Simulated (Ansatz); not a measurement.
## Geometry relaxation of Mo (part 2 of 2)

Continued. System: Mo (slab, 12 atoms in the cell). Method: DFT PBE, scalar-relativistic, plane waves, PAW, no spin polarisation (Ansatz 0.2.0); cutoff 420 eV, 4×4×1 k-mesh, Gaussian smearing of 0.1 eV. The structure derives from an entry of the Crystallography Open Database. The input holds or restrains some coordinates. Forces given for the steps count only the free coordinates. It belongs to a series of runs on one base structure; here: clean slab, lower planes held.

Geometry of the input (Å; fractional positions):
```
5.4740  0.0000  0.0000
-1.8247  5.1610  0.0000
0.0000  0.0000  20.4695
Mo 0.2500  0.2500  0.3908
Mo 0.2500  0.7500  0.3908
Mo 0.7500  0.2500  0.3908
Mo 0.7500  0.7500  0.3908
Mo 0.5000  0.5000  0.5000
Mo 0.5000  0.0000  0.5000
Mo 0.0000  0.5000  0.5000
Mo 0.0000  0.0000  0.5000
Mo 0.7500  0.7500  0.6092
Mo 0.7500  0.2500  0.6092
Mo 0.2500  0.7500  0.6092
Mo 0.2500  0.2500  0.6092
```

```
WARN: The output density's exchange-correlation potential varies sharply where the density is thin. Do not read a vacuum level from v_tot or v_xc, or from such a field of the output density. On a cell that repeats whose density bears no net charge and no dipole along the vacuum's axis use v_es (v_loc + v_h of the components); under efield.dipole_correction with no amplitude use v_es + v_field, which holds any external_charges[].barrier, or the levels of the report's work_function block, which leave it out; under a non-zero efield.amplitude the vacuum is tilted and has no level; on a cell that repeats and bears such a dipole with no correction it is tilted too, and efield.dipole_correction with no amplitude gives each side of its ramp a level where efield: is served; in a cell that repeats whose density bears a net charge (total_charge, or a fill off its count) it is curved and has none; of a slab under crystal.periodic whose density bears no net charge use v_es, which has a level on each side, short of where the two are joined; of another it falls or rises all the way out and has none; of a slab beside external_charges read slab_vacuum_level instead, which it has where they leave it neutral. The grid or the basis barely resolves most such structure, and the values can differ between equally converged runs; as a rule a tighter scf.convergence.dr2_threshold does not remove it. Where the density itself ripples (under the LDA too) a higher basis.ecutwfc lessens it. The files hold the spikes' plane waves up to the density's cutoff. Files: v_tot_of_output_density and the like, and their columns of v_z.tsv (output.write_potential); v_xc_of_output_density and the like, and their columns of v_comp_z.tsv (output.write_potential_components). Measured: with its Gaussian average of σ = 0.25 Å subtracted twice, the exchange-correlation potential is over 0.1 eV at 80 of the grid points where the equally averaged density (valence and model cores) is under 1e-3 e/Å³, and 0.320 eV at the most among them, at an averaged density of 2.3e-8 e/Å³. The input density's (outcome.potential() and, of a run that writes arrays, v_tot and v_xc) is over 0.1 eV, so measured, at 4 points of its own thin density, 0.104 eV at the most. See output.write_potential in the manual, Limitations
SCF converged after 6 iterations
Free energy (F): -59462.129469 eV
Harris-Foulkes:  -59462.129469 eV  (|F-HF|=5.03e-8)
Internal energy: -59462.082284 eV  (E = F + TS)
E sigma→0 (E₀):  -59462.105876 eV
Entropy (-TS):   -0.047185 eV (-3.932 meV/atom)
Fermi energy:    3.760136 eV
Dipole field:    D = -0.000126 V/Å  (p = -0.000404 e·Å, saw-weighted, corrected)
Work function:   Φ+ = 4.6951 eV   Φ− = 4.6925 eV
Levels:          The Fermi level and band energies are counted from a zero that moves with the ramp; work functions are not
--- Per-component energies (eV) ---
  E_band       = -3535.257525
  E_kinetic    = 5276.741327
  E_local      = -158743.432651  (includes V_loc(G=0)·N_el)
  E_nonlocal   = 1722.618277
  E_hartree    = 76335.229519
  E_xc         = -2189.589080
  E_vxc        = -2731.291158  (∫ρ·V_xc dr)
  E_paw        = -38417.156814  (= ΣΔE_a)
  E_vpaw       = -1730.326988  (= ΣTr[D̂ρ^β])
  E_aug_tail   = 0.000516  (compensation charges beyond the density's cutoff)
  E_efield     = 0.000000  (sawtooth field / dipole correction)
  E_vefield    = -0.001964  (∫n·V_field dr)
  E_ewald      = 56553.506624
  E_smearing   = -0.047185  (= −TS)
  E_closure    = 0.000000  (closes the sum)
  Σ components = -59462.129469   (vs F -59462.129469, Δ=0.00e0)
--- Forces (eV/Å), atoms counted from 1 ---
  atom   1  Mo     0.00000000    -0.00000000     0.00086850
  atom   2  Mo     0.00000000    -0.00000000     0.00086850
  atom   3  Mo     0.00000000    -0.00000000     0.00086850
  atom   4  Mo     0.00000000    -0.00000000     0.00086850
  atom   5  Mo     0.00000000    -0.00000000     0.00058122
  atom   6  Mo     0.00000000    -0.00000000     0.00058122
  atom   7  Mo     0.00000000    -0.00000000     0.00058122
  atom   8  Mo     0.00000000    -0.00000000     0.00058122
  atom   9  Mo     0.00000000     0.00000000    -0.00145118
  atom  10  Mo     0.00000000     0.00000000    -0.00145118
  atom  11  Mo     0.00000000     0.00000000    -0.00145118
  atom  12  Mo    -0.00000000     0.00000000    -0.00145118
  max |Σ_I F_I| component: 5.83e-6 eV/Å
--- Band table (eV; the first three rows and the last of 7) ---
  k-point 0: bands = ["-57.5116", "-57.3356", "-57.3356", "-57.2711", "-57.1939", "-57.1459", "-57.0668", "-57.0668", "-57.0665", "-57.0665", "-56.9779", "-56.9515", "-32.1944", "-32.1944", "-32.1643", "-32.0273", "-31.9629", "-31.9629", "-31.7308", "-31.7154", "-31.6689", "-31.6689", "-31.6455", "-31.6412", "-31.3596", "-31.2451", "-31.2451", "-31.2366", "-31.2366", "-31.2364", "-31.2181", "-31.1782", "-31.1782", "-31.1522", "-31.1096", "-30.9237", "-30.8617", "-30.8617", "-30.8429", "-30.8136", "-30.7679", "-30.7113", "-30.7113", "-30.6660", "-30.6356", "-30.6356", "-30.5909", "-30.5907", "-2.6916", "-1.3962", "-1.3022", "-1.1149", "-1.1149", "-1.0983", "-1.0580", "-0.8857", "-0.8857", "-0.8607", "-0.1285", "0.1985", "0.1985", "0.5161", "0.6367", "0.6367", "0.8256", "0.8256", "0.9263", "1.0008", "1.2812", "1.2812", "1.6003", "2.3377", "2.4524", "2.5597", "2.7345", "2.7345", "2.8503", "3.5056", "3.5766", "4.0051", "4.0051", "4.0483", "4.5640", "5.0249", "5.0249", "5.0694", "5.0922", "5.1212", "5.2237", "5.2661", "5.3652", "5.3652", "5.3913", "5.4399", "5.4399", "5.6495", "5.6936", "5.6936", "5.8197", "5.9060", "5.9060"]
  k-point 1: bands = ["-57.4871", "-57.3628", "-57.3265", "-57.2809", "-57.1755", "-57.1335", "-57.0853", "-57.0773", "-57.0536", "-57.0498", "-56.9909", "-56.9683", "-32.1472", "-32.0844", "-32.0672", "-31.9837", "-31.9187", "-31.8995", "-31.7496", "-31.7173", "-31.6560", "-31.6083", "-31.5587", "-31.5312", "-31.4837", "-31.3394", "-31.3214", "-31.3098", "-31.2260", "-31.2191", "-31.1906", "-31.1624", "-31.1088", "-31.0505", "-31.0297", "-30.9962", "-30.9735", "-30.9234", "-30.8921", "-30.8273", "-30.8195", "-30.7787", "-30.7475", "-30.7315", "-30.6969", "-30.6461", "-30.6364", "-30.6335", "-2.2177", "-0.9994", "-0.9786", "-0.8496", "-0.8492", "-0.6901", "-0.6419", "-0.6102", "-0.6089", "-0.4979", "0.1666", "0.3228", "0.6249", "0.6563", "0.8307", "0.8605", "0.8802", "0.9536", "0.9616", "1.0255", "1.4468", "1.6230", "1.6500", "1.9048", "2.0752", "2.1286", "2.2261", "2.7400", "3.1055", "3.1264", "3.2427", "3.3601", "3.3952", "3.8295", "3.8731", "4.1080", "4.2990", "4.3747", "4.4008", "4.8942", "4.9183", "4.9233", "5.0100", "5.2064", "5.3085", "5.3460", "5.3686", "5.3762", "5.4703", "5.4937", "5.6076", "5.7108", "5.7833"]
  k-point 2: bands = ["-57.4263", "-57.4263", "-57.3040", "-57.3040", "-57.1306", "-57.1306", "-57.1045", "-57.1045", "-57.0224", "-57.0224", "-57.0089", "-57.0089", "-32.0480", "-32.0480", "-31.8919", "-31.8919", "-31.8125", "-31.8125", "-31.7652", "-31.7652", "-31.7086", "-31.7086", "-31.4444", "-31.4444", "-31.4270", "-31.4270", "-31.2281", "-31.2281", "-31.2132", "-31.2132", "-31.1610", "-31.1610", "-31.1320", "-31.1320", "-31.1064", "-31.1064", "-30.9676", "-30.9676", "-30.9410", "-30.9410", "-30.8695", "-30.8695", "-30.8438", "-30.8438", "-30.6674", "-30.6674", "-30.6452", "-30.6452", "-1.2482", "-1.2482", "-0.4034", "-0.4034", "-0.2011", "-0.2011", "-0.1088", "-0.1088", "-0.0654", "-0.0654", "0.2883", "0.2883", "0.6763", "0.6763", "0.8972", "0.8972", "0.9101", "0.9101", "1.3039", "1.3039", "1.4788", "1.4788", "1.7036", "1.7036", "2.4091", "2.4091", "2.5482", "2.5482", "2.5553", "2.5553", "2.7559", "2.7559", "3.0997", "3.0997", "3.1132", "3.1132", "4.0754", "4.0754", "4.2274", "4.2274", "4.2384", "4.2384", "4.5644", "4.5644", "4.8973", "4.8973", "5.0613", "5.0613", "5.3649", "5.3649", "5.4590", "5.4590", "5.4851"]
  k-point 6: bands = ["-57.3921", "-57.3921", "-57.3372", "-57.3372", "-57.0869", "-57.0869", "-57.0667", "-57.0667", "-57.0657", "-57.0657", "-57.0500", "-57.0500", "-31.8949", "-31.8949", "-31.8515", "-31.8515", "-31.7801", "-31.7801", "-31.5848", "-31.5848", "-31.5274", "-31.5274", "-31.4720", "-31.4720", "-31.2486", "-31.2486", "-31.2352", "-31.2352", "-31.2235", "-31.2235", "-31.1785", "-31.1785", "-31.1575", "-31.1575", "-31.1422", "-31.1422", "-31.1275", "-31.1275", "-31.0069", "-31.0069", "-30.9371", "-30.9371", "-30.8922", "-30.8922", "-30.8674", "-30.8674", "-30.8134", "-30.8134", "-0.7947", "-0.7947", "-0.2088", "-0.2088", "0.0964", "0.0964", "0.3069", "0.3069", "0.5117", "0.5117", "0.7957", "0.7957", "0.8174", "0.8174", "1.1597", "1.1597", "1.1872", "1.1872", "1.4780", "1.4780", "1.7326", "1.7326", "2.3892", "2.3892", "2.4644", "2.4644", "2.5259", "2.5259", "2.7221", "2.7221", "2.9438", "2.9438", "2.9812", "2.9812", "3.0868", "3.0868", "3.1141", "3.1141", "3.4587", "3.4587", "4.1515", "4.1515", "4.1692", "4.1692", "4.3453", "4.3453", "4.5822", "4.5822", "4.7697", "4.7697", "4.8052", "4.8052", "4.9551"]
--- Relaxed structure (4 steps of the walk, 4 accepted, 0 SCFs on fresh bases) ---
  F+E_penalty+E_count = -59462.12946851 eV   max|allowed force component| = 1.451e-3 eV/Å
  atoms:
    - { symbol: Mo, position: [0.24999999999999997, 0.24999999999999994, 0.39082469630000005] }
    - { symbol: Mo, position: [0.25, 0.7499999999999999, 0.39082469630000005] }
    - { symbol: Mo, position: [0.75, 0.25, 0.39082469630000005] }
    - { symbol: Mo, position: [0.75, 0.7499999999999999, 0.39082469630000005] }
    - { symbol: Mo, position: [0.49999999999999994, 0.4999999999999999, 0.4954761285559507] }
    - { symbol: Mo, position: [0.5, 9.96016920596795e-19, 0.4954761285559507] }
    - { symbol: Mo, position: [-2.7755575615628914e-17, 0.49999999999999994, 0.4954761285559507] }
    - { symbol: Mo, position: [3.3200564019340614e-19, 9.960169205632997e-19, 0.4954761285559507] }
    - { symbol: Mo, position: [0.75, 0.7499999999999999, 0.6001330735224484] }
    - { symbol: Mo, position: [0.75, 0.25, 0.6001330735224484] }
    - { symbol: Mo, position: [0.25, 0.7499999999999999, 0.6001330735224484] }
    - { symbol: Mo, position: [0.24999999999999997, 0.24999999999999994, 0.6001330735224484] }
```

Trajectory as extended XYZ (Å, eV, eV/Å), 4 frames, from step=1 to step=4:
```
12
Lattice="5.4740 0.0000 0.0000 -1.8247 5.1610 0.0000 0.0000 0.0000 20.4695" Properties=species:S:1:pos:R:3:forces:R:3 step=1 energy=-59461.85281
Mo    0.9123    1.2902    8.0000    0.0000   0.0000   0.7036
Mo    0.0000    3.8707    8.0000    0.0000   0.0000   0.7036
Mo    3.6494    1.2902    8.0000    0.0000   0.0000   0.7036
Mo    2.7370    3.8707    8.0000    0.0000   0.0000   0.7036
Mo    1.8247    2.5805   10.2348    0.0000   0.0000   0.0000
Mo    2.7370    0.0000   10.2348    0.0000   0.0000   0.0000
Mo   -0.9123    2.5805   10.2348    0.0000   0.0000   0.0000
Mo    0.0000    0.0000   10.2348    0.0000   0.0000   0.0000
Mo    2.7370    3.8707   12.4695    0.0000   0.0000  -0.7036
Mo    3.6494    1.2902   12.4695    0.0000   0.0000  -0.7036
Mo    0.0000    3.8707   12.4695    0.0000   0.0000  -0.7036
Mo    0.9123    1.2902   12.4695    0.0000   0.0000  -0.7036
12
Lattice="5.4740 0.0000 0.0000 -1.8247 5.1610 0.0000 0.0000 0.0000 20.4695" Properties=species:S:1:pos:R:3:forces:R:3 step=2 energy=-59462.11209
Mo    0.9123    1.2902    8.0000    0.0000   0.0000   0.0841
Mo    0.0000    3.8707    8.0000    0.0000   0.0000   0.0841
Mo    3.6494    1.2902    8.0000    0.0000   0.0000   0.0841
Mo    2.7370    3.8707    8.0000    0.0000   0.0000   0.0841
Mo    1.8247    2.5805   10.1613    0.0000   0.0000  -0.3035
Mo    2.7370    0.0000   10.1613    0.0000   0.0000  -0.3035
Mo   -0.9123    2.5805   10.1613    0.0000   0.0000  -0.3035
Mo    0.0000    0.0000   10.1613    0.0000   0.0000  -0.3035
Mo    2.7370    3.8707   12.2707    0.0000   0.0000   0.2197
Mo    3.6494    1.2902   12.2707    0.0000   0.0000   0.2197
Mo    0.0000    3.8707   12.2707    0.0000   0.0000   0.2197
Mo    0.9123    1.2902   12.2707    0.0000   0.0000   0.2197
12
Lattice="5.4740 0.0000 0.0000 -1.8247 5.1610 0.0000 0.0000 0.0000 20.4695" Properties=species:S:1:pos:R:3:forces:R:3 step=3 energy=-59462.12810
Mo    0.9123    1.2902    8.0000    0.0000   0.0000   0.0467
Mo    0.0000    3.8707    8.0000    0.0000   0.0000   0.0467
Mo    3.6494    1.2902    8.0000    0.0000   0.0000   0.0467
Mo    2.7370    3.8707    8.0000    0.0000   0.0000   0.0467
Mo    1.8247    2.5805   10.1502    0.0000   0.0000  -0.0888
Mo    2.7370    0.0000   10.1502    0.0000   0.0000  -0.0888
Mo   -0.9123    2.5805   10.1502    0.0000   0.0000  -0.0888
Mo    0.0000    0.0000   10.1502    0.0000   0.0000  -0.0888
Mo    2.7370    3.8707   12.2849    0.0000   0.0000   0.0420
Mo    3.6494    1.2902   12.2849    0.0000   0.0000   0.0420
Mo    0.0000    3.8707   12.2849    0.0000   0.0000   0.0420
Mo    0.9123    1.2902   12.2849    0.0000   0.0000   0.0420
12
Lattice="5.4740 0.0000 0.0000 -1.8247 5.1610 0.0000 0.0000 0.0000 20.4695" Properties=species:S:1:pos:R:3:forces:R:3 step=4 energy=-59462.12947
Mo    0.9123    1.2902    8.0000    0.0000   0.0000   0.0009
Mo    0.0000    3.8707    8.0000    0.0000   0.0000   0.0009
Mo    3.6494    1.2902    8.0000    0.0000   0.0000   0.0009
Mo    2.7370    3.8707    8.0000    0.0000   0.0000   0.0009
Mo    1.8247    2.5805   10.1422    0.0000   0.0000   0.0006
Mo    2.7370    0.0000   10.1422    0.0000   0.0000   0.0006
Mo   -0.9123    2.5805   10.1422    0.0000   0.0000   0.0006
Mo    0.0000    0.0000   10.1422    0.0000   0.0000   0.0006
Mo    2.7370    3.8707   12.2844    0.0000   0.0000  -0.0015
Mo    3.6494    1.2902   12.2844    0.0000   0.0000  -0.0015
Mo    0.0000    3.8707   12.2844    0.0000   0.0000  -0.0015
Mo    0.9123    1.2902   12.2844    0.0000   0.0000  -0.0015
```

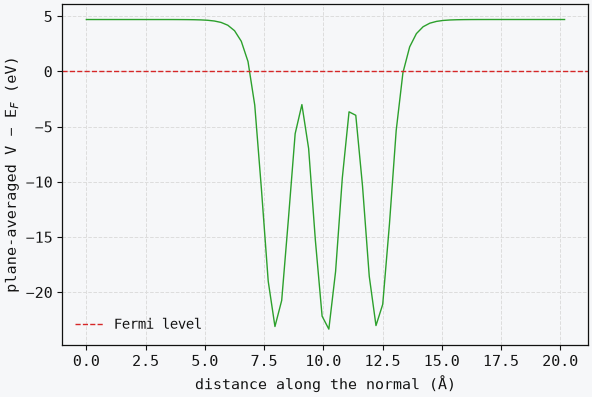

*Plane average of the electrostatic potential energy of an electron across the cell, from the Fermi level.*

The vacuum level lies 4.70 eV above the Fermi level.

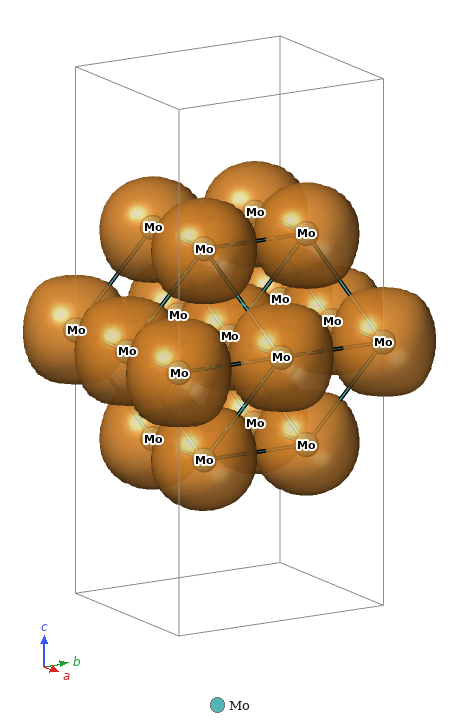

*Isosurface of the valence electron density at 0.5 e/Å³ (orange), seen slightly off an axis. Sticks mark near contacts.*

At this value the density breaks into separate islands; it holds about 75 % of the electrons treated as valence (semicore included). It is pinched off along the Mo–Mo (2.66 Å) and Mo–Mo (2.74 Å) contacts. On the grid the lowest density along these lines, outside the cores, is 0.43 e/Å³ (Mo–Mo, 2.66 Å) and 0.38 e/Å³ (Mo–Mo, 2.74 Å). The fields are those of the smooth PAW valence density.

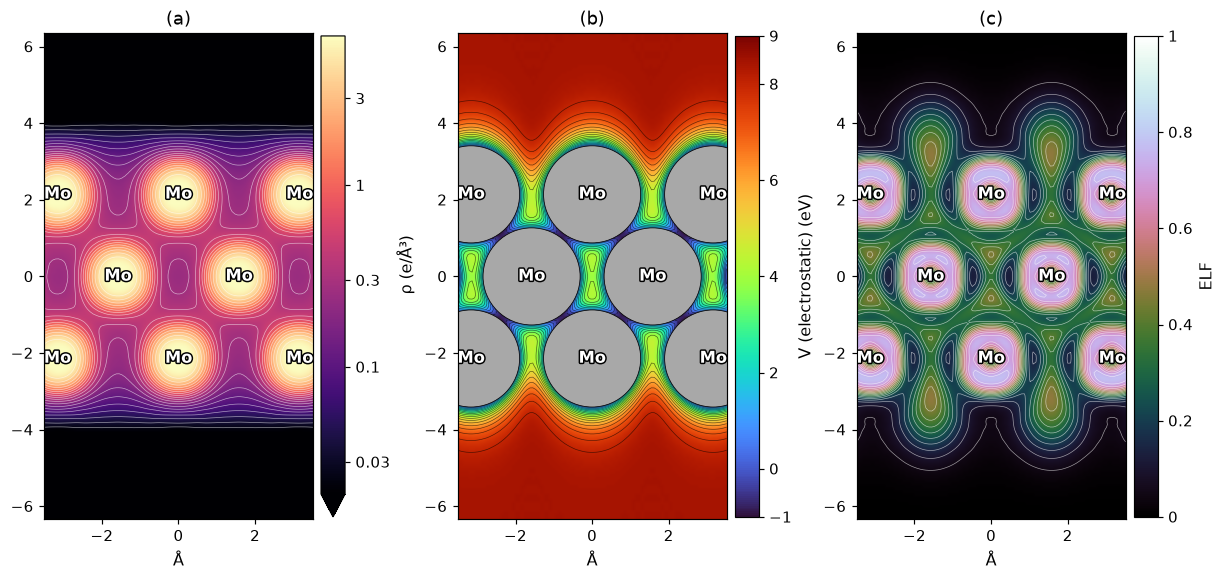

*(a) valence electron density; (b) electrostatic potential energy of an electron; (c) ELF on the (11̄0) plane of the calculation cell, a cut from vacuum to vacuum. Grey discs, where drawn, cover atomic cores.*

Mo–Mo (2.66 Å): ρ at the midpoint is about 0.43 e/Å³; the ELF is about 0.35 at the midpoint; no localised pair between them. The density dies away to nearly zero in the vacuum. The strong features right at Mo lie inside the PAW spheres (semicore, d or f shells) and say nothing about bonding.

Summary:

- outcome: converged under the restraints of the input
- electrons treated: 168
- free energy: −59462.1295 eV
- work function, top face: 4.70 eV
- work function, bottom face: 4.69 eV
- Fermi energy: 3.760 eV
- gap on the k-point mesh: none (metallic)
- final volume: 578.29 Å³
- work function (upper face): 4.70 eV
- largest force (length of the vector) at the end, held atoms and coordinates included: 0.001 eV/Å
- wall time: 27 s (CPU time 1.7 min)
- peak memory: 1.5 GiB

The program warns: the exchange-correlation potential is rough where the density is thin.
